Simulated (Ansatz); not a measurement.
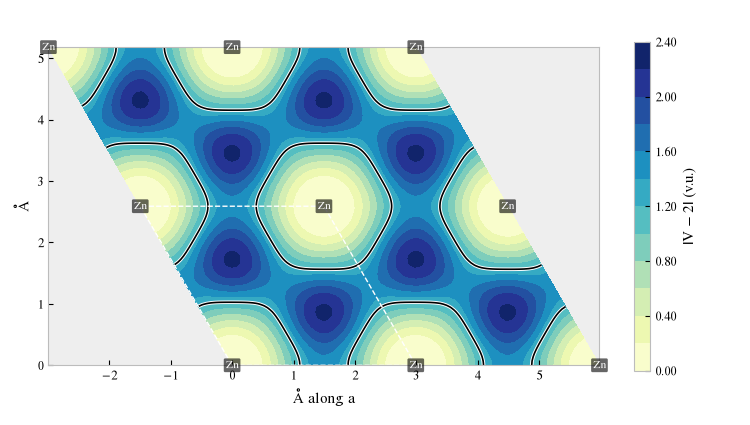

Bond-valence mismatch |V − 2| for Zn2+ in Mg2ZnO3 in space group P-3m1 on the section z = 0.000 (parallel to a and b; the dashed line is one cell); the black line is the 1.2 v.u. contour, and values above the scale's top are cut off.

At each point the valence sum V of a Zn2+ ion is computed from the anions within 5 Å (s = exp((R0 − d)/b), R0 fitted to published crystal structures with b = 0.37 Å; R0: Zn2+–O 1.689 Å). Points too close to the other cations are excluded (2.1 Å from Mg). The other Zn2+ ions are ignored. This is an empirical screen for pathways, not an energy calculation.

Source of the atomic positions: the input geometry of an electronic-structure calculation (not necessarily at equilibrium).

```cif
data_structure
_symmetry_space_group_name_H-M 'P-3m1'
_symmetry_Int_Tables_number 164
_cell_length_a 2.9912
_cell_length_b 2.9912
_cell_length_c 7.3061
_cell_angle_alpha 90.000
_cell_angle_beta 90.000
_cell_angle_gamma 120.000
_cell_volume 56.61
loop_
_atom_site_label
_atom_site_type_symbol
_atom_site_symmetry_multiplicity
_atom_site_Wyckoff_symbol
_atom_site_fract_x
_atom_site_fract_y
_atom_site_fract_z
_atom_site_occupancy
Mg1 Mg 2 d 0.33333 0.66667 0.66592 1
Zn1 Zn 1 a 0.00000 0.00000 0.00000 1
O1 O 2 d 0.33333 0.66667 0.17174 1
O2 O 1 b 0.00000 0.00000 0.50000 1
```

Q: In the whole crystal, how are the regions below 1.2 v.u. connected (counting the regions that come within 0.6 Å of a Zn site)?

A: The regions form a two-dimensional network in layers parallel to (001).

Q: At which mismatch do paths open?

A: From a mismatch of about 0.90 v.u. the regions form a two-dimensional network in layers parallel to (001). No third dimension opens below 1.4 v.u. These are grid estimates, good to about 0.1 v.u.

Q: What is the valence sum at the Zn sites themselves?

A: 1.84 v.u., against the formal 2.
